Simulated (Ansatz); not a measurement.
Consider this structure.

```yaml
crystal:
  lattice:
    - [2.93467, 0.02635, -0.00153]
    - [-1.44451, 2.38948, 0.03112]
    - [-0.00139, 0.03197, 2.62534]
  atoms:
    - { symbol: Mg, position: [0.00000, 0.00000, 0.00000] }
    - { symbol: O, position: [0.31264, 0.65747, 0.48933] }
```

Q: Give a crystallographic description of this input.

A: The material is MgO. Symmetry: P1 (translations only). It is a distorted form of a primitive hexagonal structure, space group P-6m2 (No. 187) within 0.25 Å: tungsten carbide (WC) type. Cell content 1 Mg, 1 O; Z = 1. Mg is coordinated by six O in a distorted trigonal prismatic arrangement at 2.05 to 2.21 Å. About every O there are six Mg in a distorted trigonal prismatic arrangement at 2.05 to 2.21 Å. The bonds build a three-dimensional framework.

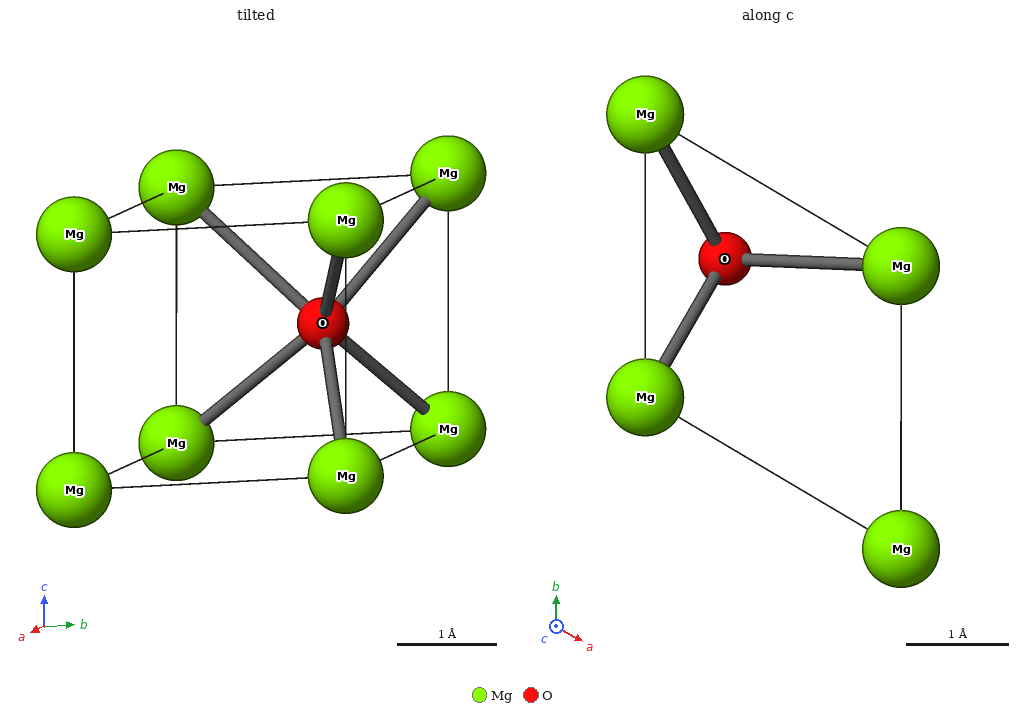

Structure drawing (ball-and-stick), viewed slightly off an axis and along the c axis. One unit cell is framed, with atoms on its boundary repeated.

It derives from a structure listed in the Materials Project. The cell was then strained or its atoms displaced on purpose. It was run through Ansatz as a DFT input.

At this level of theory the cell isn't at rest (compressed, at 9 GPa), so its distances can differ from those at equilibrium, the more so the softer the solid.
